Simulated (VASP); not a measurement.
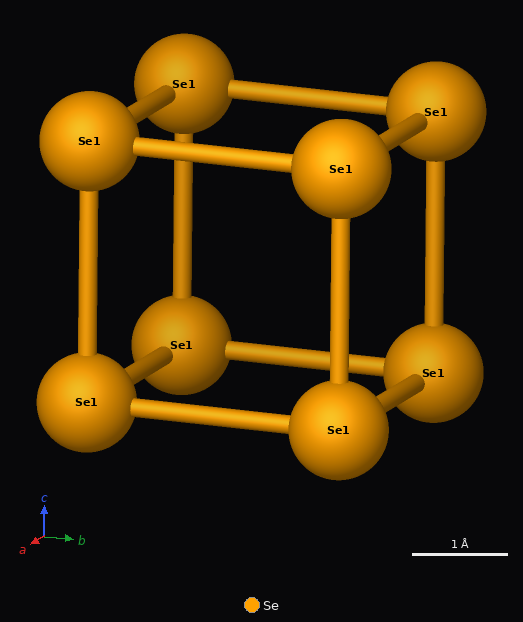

**Figure 1.** The input geometry (ball-and-stick view of the cell of the calculation, seen slightly off an axis; atoms are numbered from 1 in the order of the input). Near neighbours in the crystal (not all of them lie inside the picture): Se has 6 Se at 2.83 Å.

**Geometry relaxation, with input and output: Se (part 1 of 2)**

- system: Se (1 atom in the cell)
- method: Kohn-Sham DFT of a periodic cell, PBE, VASP PAW PBE potentials, recommended, no spin polarisation (VASP 6.6.1)

The structure derives from an entry of the Crystallography Open Database.

OSZICAR
```
N       E                     dE             d eps       ncg     rms          rms(c)
DAV:   1     0.123479019201E+02    0.12348E+02   -0.31305E+03 10990   0.821E+02
DAV:   2    -0.301762903924E+01   -0.15366E+02   -0.14698E+02 15218   0.875E+01
DAV:   3    -0.332537170485E+01   -0.30774E+00   -0.30635E+00 12845   0.140E+01
DAV:   4    -0.332589417688E+01   -0.52247E-03   -0.52247E-03 16674   0.669E-01
DAV:   5    -0.332589476249E+01   -0.58561E-06   -0.58549E-06 12999   0.148E-02    0.366E+00
DAV:   6    -0.332902560913E+01   -0.31308E-02   -0.91775E-04 14602   0.267E-01    0.219E+00
DAV:   7    -0.333132757517E+01   -0.23020E-02   -0.20344E-03 12152   0.400E-01    0.490E-02
DAV:   8    -0.333137877810E+01   -0.51203E-04   -0.83589E-05 14987   0.759E-02    0.661E-03
DAV:   9    -0.333138256998E+01   -0.37919E-05   -0.30706E-06 13321   0.145E-02    0.442E-03
DAV:  10    -0.333138340793E+01   -0.83795E-06   -0.23106E-06 11956   0.103E-02    0.202E-03
DAV:  11    -0.333138343237E+01   -0.24439E-07   -0.52557E-08 14280   0.159E-03
   1 F= -.33313834E+01 E0= -.33312595E+01  d E =-.333138E+01
       N       E                     dE             d eps       ncg     rms          rms(c)
DAV:   1    -0.333186269394E+01   -0.47929E-03   -0.17106E-02 12642   0.809E-01    0.857E-02
DAV:   2    -0.333172260189E+01    0.14009E-03   -0.30415E-04 13699   0.144E-01    0.458E-02
DAV:   3    -0.333166088676E+01    0.61715E-04   -0.21645E-04 12782   0.902E-02    0.113E-02
DAV:   4    -0.333166116103E+01   -0.27427E-06   -0.16026E-06 14721   0.124E-02    0.755E-03
DAV:   5    -0.333166173531E+01   -0.57428E-06   -0.45340E-07 13468   0.555E-03    0.537E-04
DAV:   6    -0.333166173671E+01   -0.14080E-08   -0.28639E-09  7280   0.514E-04
   2 F= -.33316617E+01 E0= -.33315207E+01  d E =-.278304E-03
       N       E                     dE             d eps       ncg     rms          rms(c)
DAV:   1    -0.333214540654E+01   -0.48367E-03   -0.28812E-02 12614   0.105E+00    0.111E-01
DAV:   2    -0.333190700393E+01    0.23840E-03   -0.51632E-04 13762   0.187E-01    0.594E-02
DAV:   3    -0.333180278664E+01    0.10422E-03   -0.36724E-04 12670   0.117E-01    0.147E-02
DAV:   4    -0.333180320583E+01   -0.41919E-06   -0.26984E-06 14763   0.162E-02    0.995E-03
DAV:   5    -0.333180411989E+01   -0.91406E-06   -0.79752E-07 13300   0.732E-03    0.708E-04
DAV:   6    -0.333180412017E+01   -0.28132E-09   -0.50533E-09  8218   0.683E-04
   3 F= -.33318041E+01 E0= -.33316343E+01  d E =-.420688E-03
       N       E                     dE             d eps       ncg     rms          rms(c)
DAV:   1    -0.333201911820E+01   -0.21500E-03   -0.61647E-03 12796   0.481E-01    0.407E-02
DAV:   2    -0.333200883033E+01    0.10288E-04   -0.93412E-05 13727   0.823E-02    0.228E-02
DAV:   3    -0.333200112300E+01    0.77073E-05   -0.30964E-05 14189   0.358E-02    0.387E-03
DAV:   4    -0.333200111632E+01    0.66822E-08   -0.53802E-07 13678   0.666E-03
   4 F= -.33320011E+01 E0= -.33318342E+01  d E =-.196996E-03
       N       E                     dE             d eps       ncg     rms          rms(c)
DAV:   1    -0.333268715730E+01   -0.68603E-03   -0.55440E-02 12838   0.144E+00    0.122E-01
DAV:   2    -0.333259020563E+01    0.96952E-04   -0.83914E-04 13706   0.246E-01    0.687E-02
DAV:   3    -0.333251830524E+01    0.71900E-04   -0.27910E-04 14154   0.107E-01    0.116E-02
DAV:   4    -0.333251837836E+01   -0.73113E-07   -0.48124E-06 13678   0.200E-02    0.856E-03
DAV:   5    -0.333251901384E+01   -0.63548E-06   -0.13047E-06 13790   0.881E-03    0.999E-04
DAV:   6    -0.333251900590E+01    0.79361E-08   -0.34620E-08  8736   0.149E-03
   5 F= -.33325190E+01 E0= -.33323909E+01  d E =-.714886E-03
       N       E                     dE             d eps       ncg     rms          rms(c)
DAV:   1    -0.333346378773E+01   -0.94477E-03   -0.22065E-01 12824   0.288E+00    0.244E-01
DAV:   2    -0.333305478069E+01    0.40901E-03   -0.33584E-03 13650   0.493E-01    0.137E-01
DAV:   3    -0.333276152548E+01    0.29326E-03   -0.11232E-03 14287   0.215E-01    0.233E-02
DAV:   4    -0.333276199144E+01   -0.46597E-06   -0.18394E-05 13706   0.396E-02    0.173E-02
DAV:   5    -0.333276483410E+01   -0.28427E-05   -0.53296E-06 13797   0.177E-02    0.203E-03
DAV:   6    -0.333276482751E+01    0.65887E-08   -0.12744E-07 13594   0.287E-03
   6 F= -.33327648E+01 E0= -.33326166E+01  d E =-.960707E-03
       N       E                     dE             d eps       ncg     rms          rms(c)
DAV:   1    -0.333281361364E+01   -0.48780E-04   -0.66644E-03 12810   0.500E-01    0.426E-02
DAV:   2    -0.333280031613E+01    0.13298E-04   -0.10383E-04 13657   0.868E-02    0.240E-02
DAV:   3    -0.333279052228E+01    0.97939E-05   -0.36199E-05 14112   0.386E-02    0.425E-03
DAV:   4    -0.333279054758E+01   -0.25300E-07   -0.56271E-07 13888   0.697E-03
   7 F= -.33327905E+01 E0= -.33326478E+01  d E =-.986427E-03
       N       E                     dE             d eps       ncg     rms          rms(c)
DAV:   1    -0.333280490065E+01   -0.14378E-04   -0.23678E-03 12859   0.298E-01    0.250E-02
DAV:   2    -0.333280057264E+01    0.43280E-05   -0.36479E-05 13685   0.515E-02    0.141E-02
DAV:   3    -0.333279719563E+01    0.33770E-05   -0.12384E-05 14175   0.226E-02    0.249E-03
DAV:   4    -0.333279720900E+01   -0.13370E-07   -0.19507E-07 13419   0.410E-03
   8 F= -.33327972E+01 E0= -.33326590E+01  d E =-.993089E-03
       N       E                     dE             d eps       ncg     rms          rms(c)
DAV:   1    -0.333292175649E+01   -0.12456E-03   -0.11240E-02 12782   0.653E-01    0.620E-02
DAV:   2    -0.333287033023E+01    0.51426E-04   -0.18273E-04 13587   0.115E-01    0.337E-02
DAV:   3    -0.333284391936E+01    0.26411E-04   -0.93394E-05 13398   0.603E-02    0.728E-03
DAV:   4    -0.333284406087E+01   -0.14151E-06   -0.10065E-06 14273   0.950E-03    0.484E-03
DAV:   5    -0.333284439106E+01   -0.33019E-06   -0.26894E-07 13342   0.420E-03    0.395E-04
DAV:   6    -0.333284439164E+01   -0.58060E-09   -0.18687E-09  6790   0.405E-04
   9 F= -.33328444E+01 E0= -.33327026E+01  d E =-.471826E-04
       N       E                     dE             d eps       ncg     rms          rms(c)
DAV:   1    -0.333287421330E+01   -0.29822E-04   -0.37686E-03 12873   0.378E-01    0.359E-02
DAV:   2    -0.333285725931E+01    0.16954E-04   -0.61230E-05 13559   0.664E-02    0.195E-02
DAV:   3    -0.333284836590E+01    0.88934E-05   -0.30895E-05 13503   0.347E-02    0.418E-03
DAV:   4    -0.333284842754E+01   -0.61638E-07   -0.33670E-07 14168   0.549E-03
  10 F= -.33328484E+01 E0= -.33327074E+01  d E =-.512185E-04
```

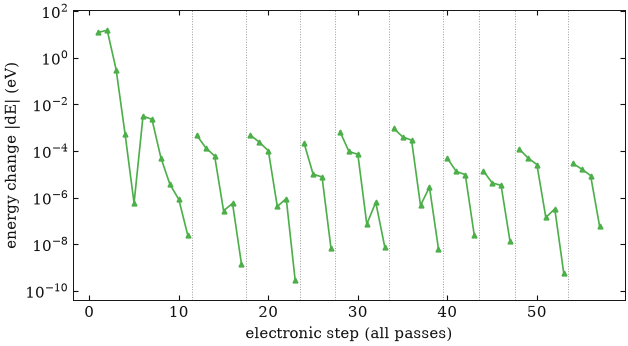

**Figure 2.** Convergence of the self-consistent field: energy change |dE| against the electronic step. Each stretch between dotted lines is the SCF of one geometry step of a relaxation. The 10 ionic steps take 4 to 11 electronic steps each. The density is held fixed in the first few steps, and dE rises again when its update begins.

Parts of OUTCAR
```
SYSTEM = Se
   PREC = Accurate
   ENCUT = 600
   EDIFF = 1E-7
   ISMEAR = 0
   LREAL = .False.
   LASPH = .True.
   NELM = 80
   ISIF = 3
   GGA = PE
   IBRION = 2
   NSW = 90
   EDIFFG = -0.005

 ion  position               nearest neighbor table
   1  0.000  0.000  0.000-

  LATTYP: Found a trigonal (rhomboedric) cell.
 ALAT       =     2.8270891048
 COS(alpha) =    -0.0283696426

  Lattice vectors:

 A1 = (   2.0272117883,   1.1704112717,   1.5852389811)
 A2 = (  -2.0272117883,   1.1704112717,   1.5852389811)
 A3 = (   0.0000000000,  -2.3408225433,   1.5852389811)

Analysis of symmetry for initial positions (statically):
=====================================================================
 Subroutine PRICEL returns:
 Original cell was already a primitive cell.

 Routine SETGRP: Setting up the symmetry group for a
 trigonal (rhombohedral) supercell.

 Subroutine GETGRP returns: Found 12 space group operations
 (whereof 12 operations were pure point group operations)
 out of a pool of 12 trial point group operations.

The static configuration has the point symmetry D_3d.

Analysis of symmetry for dynamics (positions and initial velocities):
=====================================================================
 Subroutine PRICEL returns:
 Original cell was already a primitive cell.

 Routine SETGRP: Setting up the symmetry group for a
 trigonal (rhombohedral) supercell.

 Subroutine GETGRP returns: Found 12 space group operations
 (whereof 12 operations were pure point group operations)
 out of a pool of 12 trial point group operations.

The dynamic configuration has the point symmetry D_3d.

 Subroutine INISYM returns: Found 12 space group operations
 (whereof 12 operations are pure point group operations),
 and found     1 'primitive' translations

----------------------------------------------------------------------------------------

                                     Primitive cell

  volume of cell :      22.5675

  direct lattice vectors                    reciprocal lattice vectors
     2.027211788  1.170411272  1.585238981     0.246644185  0.142400087  0.210273238
    -2.027211788  1.170411272  1.585238981    -0.246644185  0.142400087  0.210273238
     0.000000000 -2.340822543  1.585238981     0.000000000 -0.284800174  0.210273238

  length of vectors
     2.827089105  2.827089105  2.827089105     0.354014086  0.354014086  0.354014086

  position of ions in fractional coordinates (direct lattice)
     0.000000000  0.000000000  0.000000000

  ion indices of the primitive-cell ions
   primitive index   ion index
                 1           1

----------------------------------------------------------------------------------------

 KPOINTS: Automatic mesh

Automatic generation of k-mesh.
 Grid dimensions read from file:
 generate k-points for:   15   15   13

 Generating k-lattice:

  Cartesian coordinates                     Fractional coordinates (reciprocal lattice)
     0.016442946  0.009493339  0.014018216     0.066666667 -0.000000000 -0.000000000
    -0.016442946  0.009493339  0.014018216    -0.000000000  0.066666667 -0.000000000
     0.000000000 -0.021907706  0.016174864     0.000000000  0.000000000  0.076923077

  Length of vectors
     0.023600939  0.023600939  0.027231853

  Shift w.r.t. Gamma in fractional coordinates (k-lattice)
     0.000000000  0.000000000  0.000000000

 -----------------------------------------------------------------------------
|                                                                             |
|           W    W    AA    RRRRR   N    N  II  N    N   GGGG   !!!           |
|           W    W   A  A   R    R  NN   N  II  NN   N  G    G  !!!           |
|           W    W  A    A  R    R  N N  N  II  N N  N  G       !!!           |
|           W WW W  AAAAAA  RRRRR   N  N N  II  N  N N  G  GGG   !            |
|           WW  WW  A    A  R   R   N   NN  II  N   NN  G    G                |
|           W    W  A    A  R    R  N    N  II  N    N   GGGG   !!!           |
|                                                                             |
|     Your reciprocal lattice and k-lattice belong to different lattice       |
|     classes:                                                                |
|                                                                             |
|        The reciprocal lattice is rhombohedral (trigonal),                   |
|        whereas your k-lattice is base-centered monoclinic.                  |
|                                                                             |
|     Results are often still useful ...                                      |
|                                                                             |
 -----------------------------------------------------------------------------

 WARNING: IBZKPT: internal override: KBLOWUP is changed to .FALSE.
      ... skipping the blow-up phase ...

 Subroutine IBZKPT returns following result:
 ===========================================

 Found    784 irreducible k-points:

 Following reciprocal coordinates:
            Coordinates               Weight
  0.000000  0.000000  0.000000      1.000000
  0.066667 -0.000000 -0.000000      4.000000
  0.133333 -0.000000 -0.000000      4.000000
  0.200000  0.000000 -0.000000      4.000000
  0.266667 -0.000000 -0.000000      4.000000
  0.333333  0.000000 -0.000000      4.000000
  0.400000  0.000000 -0.000000      4.000000
  0.466667  0.000000 -0.000000      4.000000
  0.066667  0.066667 -0.000000      2.000000
  0.133333  0.066667 -0.000000      4.000000
  0.200000  0.066667 -0.000000      4.000000
  0.266667  0.066667 -0.000000      4.000000
  0.333333  0.066667 -0.000000      4.000000
  0.400000  0.066667 -0.000000      4.000000
  0.466667  0.066667 -0.000000      4.000000
 -0.466667  0.066667  0.000000      4.000000
 -0.400000  0.066667  0.000000      4.000000
 -0.333333  0.066667  0.000000      4.000000
 -0.266667  0.066667  0.000000      4.000000
 -0.200000  0.066667  0.000000      4.000000
 -0.133333  0.066667  0.000000      4.000000
 -0.066667  0.066667  0.000000      2.000000
  0.133333  0.133333 -0.000000      2.000000
  0.200000  0.133333 -0.000000      4.000000
 [... further k-points ...]
   k-points           NKPTS =    784   k-points in BZ     NKDIM =    784   number of bands    NBANDS=      7
   number of dos      NEDOS =    301   number of ions     NIONS =      1
   total plane-waves  NPLWV =  13824
   dimension x,y,z NGX =    24 NGY =   24 NGZ =   24
   dimension x,y,z NGXF=    48 NGYF=   48 NGZF=   48
   ions per type =               1
   NGX,Y,Z   is equivalent  to a cutoff of  14.11, 14.11, 14.11 a.u.
   NGXF,Y,Z  is equivalent  to a cutoff of  28.23, 28.23, 28.23 a.u.
 SYSTEM =  Se
   PREC   = accura    normal or accurate (medium, high low for compatibility)
   ISTART =      0    job   : 0-new  1-cont  2-samecut
   ICHARG =      2    charge: 1-file 2-atom 10-const
   ISPIN  =      1    spin polarized calculation?
   LNONCOLLINEAR =      F non collinear calculations
   LSORBIT =      F    spin-orbit coupling
   LASPH  =      T    aspherical Exc in radial PAW
   ENCUT  =  600.0 eV  44.10 Ry    6.64 a.u.   5.65  5.65  5.65*2*pi/ulx,y,z
   NELM   =     80;   NELMIN=  2; NELMDL= -5     # of ELM steps
   EDIFF  = 0.1E-06   stopping-criterion for ELM
   LREAL  =      F    real-space projection
   EDIFFG = -.5E-02   stopping-criterion for IOM
   NSW    =     90    number of steps for IOM
   IBRION =      2    ionic relax: 0-MD 1-quasi-New 2-CG
   NFREE  =      1    steps in history (QN), initial steepest desc. (CG)
   ISIF   =      3    stress and relaxation
   ISYM   =      2    0-nonsym 1-usesym 2-fastsym
   POTIM  = 0.5000    time-step for ionic-motion
   TEBEG  =    0.0;   TEEND  =   0.0 temperature during run
   PSTRESS=    0.0 pullay stress
   NELECT =       6.0000    total number of electrons
   NUPDOWN=      -1.0000    fix difference up-down
   EMIN   =  10.00;   EMAX   =-10.00  energy-range for DOS
   EFERMI =   0.00;   METHOD = LEGACY
   ISMEAR =     0;   SIGMA  =   0.03  broadening in eV -4-tet -1-fermi 0-gaus
   EFERMI_NEDOS =   21; number of points for ismear=-14 and -15
   IALGO  =     38    algorithm
   IMIX   =      4    mixing-type and parameters
     AMIX     =   0.40;   BMIX     =  1.00
     AMIX_MAG =   1.60;   BMIX_MAG =  1.00
  volume/ion in A,a.u.               =      22.57       152.29
  Fermi-wavevector in a.u.,A,eV,Ry     =   1.052682  1.989281 15.077164  1.108140
  Thomas-Fermi vector in A             =   2.187775
   LORBIT       =      0    0 simple, 1 ext, 2 COOP (PROOUT), +10 PAW based schemes
   GGA     = PE    functional components
   LHFCALC =     F    Hartree Fock is set to
   AEXX    =    0.0000 exact exchange contribution
   IVDW    =     0    specifies the selected vdW correction
   LEPSILON=     F    determine dielectric tensor
   LRPA    =     F    only Hartree local field effects (RPA)
 conjugate gradient relaxation of ions
 non-spin polarized calculation
 Gauss-broadening in eV      SIGMA  =   0.03
  energy-cutoff  :      600.00
  volume of cell :       22.57
 maximum number of plane-waves:       767
   NGX = 11   NGY = 11   NGZ = 11

--------------------------------------- Ionic step        1  -------------------------------------------

 number of electron       5.9999999 magnetization

 Free energy of the ion-electron system (eV)
  ---------------------------------------------------
  ext. energy  EPLUGINS =         0.00000000
  ---------------------------------------------------
  free energy    TOTEN  =        -3.33138343 eV

  energy without entropy =       -3.33113558  energy(sigma->0) =       -3.33125950

------------------------ aborting loop because EDIFF is reached ----------------------------------------
```
